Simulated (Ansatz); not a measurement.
**PbO2: 5 runs along one coordinate**

System: PbO2 (3 atoms in the cell).
Method: DFT PBE, scalar-relativistic, plane waves, PAW, no spin polarisation (Ansatz 0.2.0).

The 5 runs differ only in the geometry, by an even scaling of the cell at fixed fractional positions. The structure derives from an entry of the Crystallography Open Database.

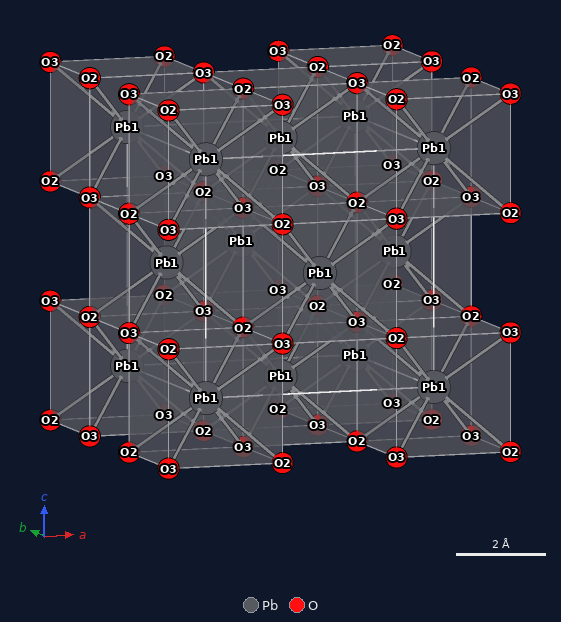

Figure 1. The structure of run 3 (polyhedral view of the cell 4 times as large as that of the calculation, set on its symmetry axes, seen slightly off an axis; polyhedra are completed across the faces of the cell; atoms are numbered from 1 in the order of the input).

## Input of run 3
```yaml
crystal:
  lattice:
    - [0.0, 2.730685243, 2.730685243]
    - [2.730685243, 0.0, 2.730685243]
    - [2.730685243, 2.730685243, 0.0]
  atoms:
    - { symbol: Pb, position: [0.0, 0.0, 0.0] }
    - { symbol: O, position: [0.25, 0.25, 0.25] }
    - { symbol: O, position: [0.75, 0.75, 0.75] }
basis:
  ecutwfc: 420
kpoints:
  mp_grid: { grid: [14, 14, 14] }
hamiltonian:
  xc: pbe
scf:
  occupations: { method: gaussian, width: 0.1 }
output:
  forces: true
  stress: true
  eigenvalues: true
```

Command:
```bash
ansatz run input.yaml --threads 1 --pin off --max-ram 2560MiB --backend cpu --events-out ev --progress --plain --runs-dir out
```

Lattice vectors (Å) and fractional positions of run 3:
```
   0.000000    2.730685    2.730685
   2.730685    0.000000    2.730685
   2.730685    2.730685    0.000000
Pb  0.000000  0.000000  0.000000
O   0.250000  0.250000  0.250000
O   0.750000  0.750000  0.750000
```

Run 4 differs from it as follows:
```diff
-    - [0.0, 2.730685243, 2.730685243]
-    - [2.730685243, 0.0, 2.730685243]
-    - [2.730685243, 2.730685243, 0.0]
+    - [0.0, 2.7569434427, 2.7569434427]
+    - [2.7569434427, 0.0, 2.7569434427]
+    - [2.7569434427, 2.7569434427, 0.0]
```

## Results, with one run withheld

| run | volume per atom (Å³) | free energy per atom, from the lowest run given (meV) | pressure (GPa) |
| --- | --- | --- | --- |
| 1 | 11.993 | 48.46 | 15.73 |
| 2 | 12.784 | 0.68 | 4.33 |
| 3 | 13.574 | 0.00 | −3.58 |
| 4 | 13.970 | ? | ? |
| 5 | 14.497 | 40.00 | −9.87 |

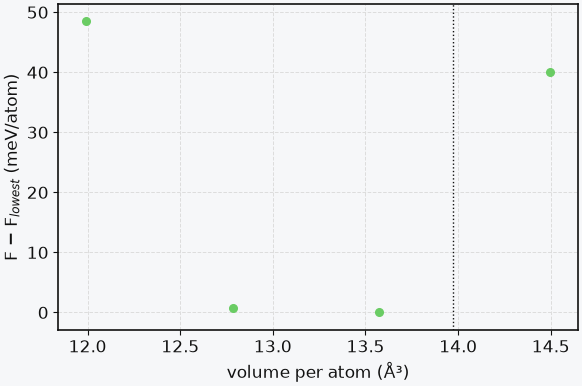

Figure 2. Free energy per atom of the runs given; the dotted line marks run 4.

Estimate the energy of run 4 from the others.

A quadratic polynomial in V^(−2/3) (the Birch–Murnaghan form), fitted to the 4 runs given, misses them by at most 0.40 meV per atom. With x = V^(−2/3) − 0.17942 Å⁻², it reads F = −4.5123 + 280.54 x + 3.7933e+05 x² (meV per atom). At run 4 it gives 12.21 meV per atom, and the run itself gives 12.68. The slope of the fit gives a pressure −dF/dV of −6.65 GPa there, and the run prints −6.61 GPa. The fit has its minimum at 13.199 Å³ per atom, where V d²F/dV² gives 131 GPa: the bulk modulus at this level, since symmetry fixes the shape and the positions.

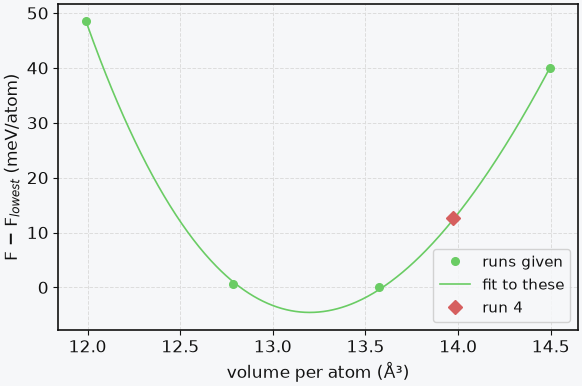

Figure 3. The fit and the withheld run.

## Output, shortened to warnings, some set-up lines, iterations and results (run 4)
```
Basis set: ecut = 420 eV, 869 PW (Γ), exchange–correlation on 54×54×54 points (8 copies of the dense FFT grid, shifted against one another)
Symmetry: 48 space group operations
k-points: 104 of 2744
Initial density: superposition of atomic densities (neutral atoms: chi_scale 0, normalization atom), corrected by the library's trained network
[...]
SCF iter   1: F=—  HF=-13038.350878 eV  |F-HF|=—  |Δ(HF+E_count)|=         —  Δρ=2.64e-3  dr2=2.53e-3  ethr=1.77e-3  ⟨swp⟩=5.9  Hψ=9173  notcnv=0
SCF iter   2: F=—  HF=-13038.348524 eV  |F-HF|=—  |Δ(HF+E_count)|=   2.35e-3  Δρ=1.57e-3  dr2=9.36e-4  ethr=9.75e-6  ⟨swp⟩=2.2  Hψ=3559  notcnv=0
SCF iter   3: F=—  HF=-13038.348618 eV  |F-HF|=—  |Δ(HF+E_count)|=   9.46e-5  Δρ=1.05e-3  dr2=3.29e-4  ethr=3.60e-6  ⟨swp⟩=2.0  Hψ=2989  notcnv=0
SCF iter   4: F=—  HF=-13038.348530 eV  |F-HF|=—  |Δ(HF+E_count)|=   8.86e-5  Δρ=2.71e-4  dr2=1.88e-5  ethr=1.26e-6  ⟨swp⟩=2.0  Hψ=2301  notcnv=0
SCF iter   5: F=—  HF=-13038.348539 eV  |F-HF|=—  |Δ(HF+E_count)|=   8.87e-6  Δρ=9.87e-5  dr2=5.19e-6  ethr=7.24e-8  ⟨swp⟩=2.3  Hψ=2883  notcnv=0
SCF iter   6: F=—  HF=-13038.348538 eV  |F-HF|=—  |Δ(HF+E_count)|=   9.24e-7  Δρ=3.07e-5  dr2=5.60e-7  ethr=1.99e-8  ⟨swp⟩=2.3  Hψ=2861  notcnv=0
SCF iter   7: F=-13038.348538 eV  HF=-13038.348538 eV  |F-HF|=8.11e-8  |Δ(HF+E_count)|=   3.37e-7  Δρ=1.24e-5  dr2=8.95e-8  ethr=3.85e-10  ⟨swp⟩=4.0  Hψ=8801  notcnv=0
SCF 1 converged in 7 iterations: F = -13038.348538 eV  dr2 = 8.95e-8
SCF converged after 7 iterations
Free energy (F): -13038.348538 eV
Harris-Foulkes:  -13038.348538 eV  (|F-HF|=8.11e-8)
Internal energy: -13038.344433 eV  (E = F + TS)
E sigma→0 (E₀):  -13038.346485 eV
Entropy (-TS):   -0.004105 eV (-1.368 meV/atom)
Fermi energy:    8.635558 eV
--- Per-component energies (eV) ---
  E_band       = -27.949578
  E_kinetic    = 634.884756
  E_local      = -1564.795668  (includes V_loc(G=0)·N_el)
  E_nonlocal   = 450.713210
  E_hartree    = 592.833045
  E_xc         = -362.745952
  E_vxc        = -314.158610  (∫ρ·V_xc dr)
  E_paw        = -10730.503693  (= ΣΔE_a)
  E_vpaw       = -420.268740  (= ΣTr[D̂ρ^β])
  E_aug_tail   = 0.004776  (compensation charges beyond the density's cutoff)
  E_ewald      = -2058.734907
  E_smearing   = -0.004105  (= −TS)
  E_closure    = -0.000000  (closes the sum)
  Σ components = -13038.348538   (vs F -13038.348538, Δ=0.00e0)
--- Forces (eV/Å), atoms counted from 1 ---
  atom   1  Pb    -0.00000000     0.00000000    -0.00000000
  atom   2  O      0.00000000    -0.00000000    -0.00000000
  atom   3  O     -0.00000000     0.00000000     0.00000000
  max |Σ_I F_I| component: 9.25e-18 eV/Å
--- Stress (GPa, compression-positive) ---
       -6.608009       0.000000      -0.000000
        0.000000      -6.608009      -0.000000
        0.000000       0.000000      -6.608009
  P = ⅓ Tr σ = -6.6080 GPa (-66.080 kbar)
```

Notes: Spin–orbit coupling is left out, which matters for Pb.
